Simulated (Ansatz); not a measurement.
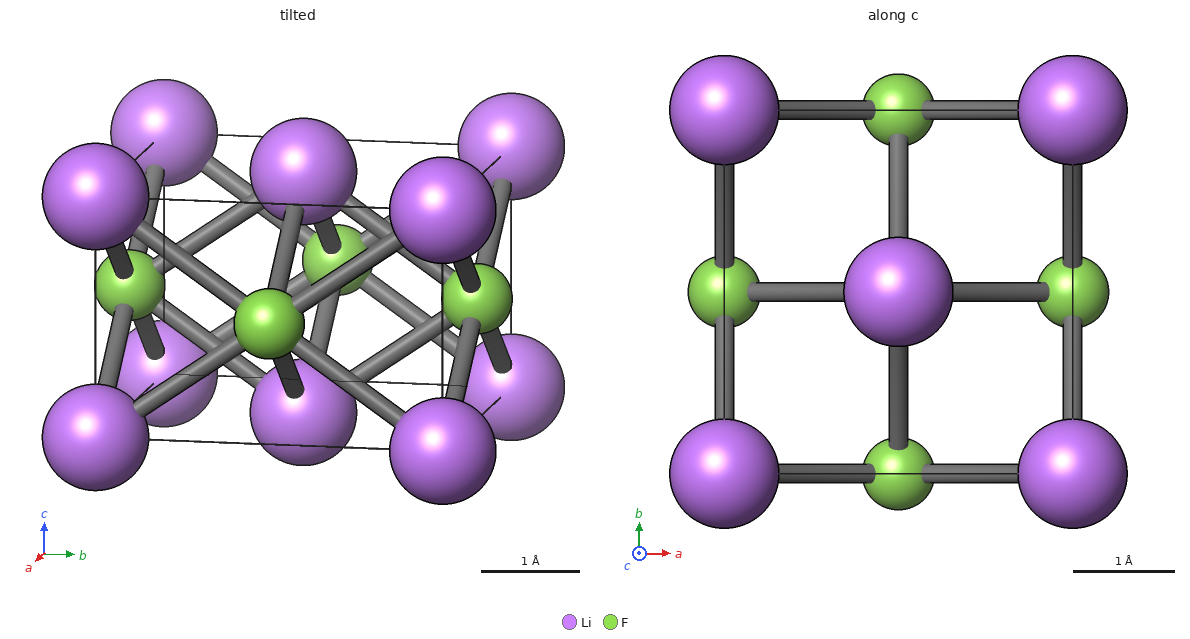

We look at a ball-and-stick model of the crystal slightly off an axis and along the c axis. The conventional unit cell is outlined; an atom on or near a face, edge or corner is repeated at each equivalent position.

LiF, space group Cmmm (No. 65), a = 3.482 Å, b = 3.635 Å, c = 2.516 Å, α = 90.00°, β = 90.00°, γ = 90.00°. Origin of the cell: a structure type filled with these elements by a generator (whether the compound takes this form wasn't checked). The cell was then strained or its atoms displaced on purpose. Ansatz was used for an electronic-structure calculation on it.

This one geometry was computed with Ansatz (DFT, plane waves, PAW) at three levels of theory: PBE, r2SCAN and HSE06. It was relaxed with r2SCAN and then strained.

Q: Which level gives the highest pressure at this volume, and what does that say about its equilibrium volume?

A: Highest: PBE (4.0 GPa), which points to the largest equilibrium volume. Lowest, with the smallest volume: r2SCAN (0.1 GPa). Levels within 0.5 GPa of each other can't be told apart.

Q: How does the band gap change with the level of theory?

A: PBE: a gap of 7.95 eV, indirect; r2SCAN: a gap of 8.92 eV, indirect; HSE06: a gap of 10.18 eV, indirect.

Q: Collect the results in a table.

A:
| level | cutoff (eV) | k-mesh of the run's cell | gap (eV) | pressure (GPa) |
| --- | --- | --- | --- | --- |
| PBE | 420 | 10×10×10 | 7.95 | 4.0 |
| r2SCAN | 500 | 10×10×10 | 8.92 | 0.1 |
| HSE06 | 420 | 8×8×8 | 10.18 | 0.9 |

Gaps are taken on the k-mesh or band path of each run.
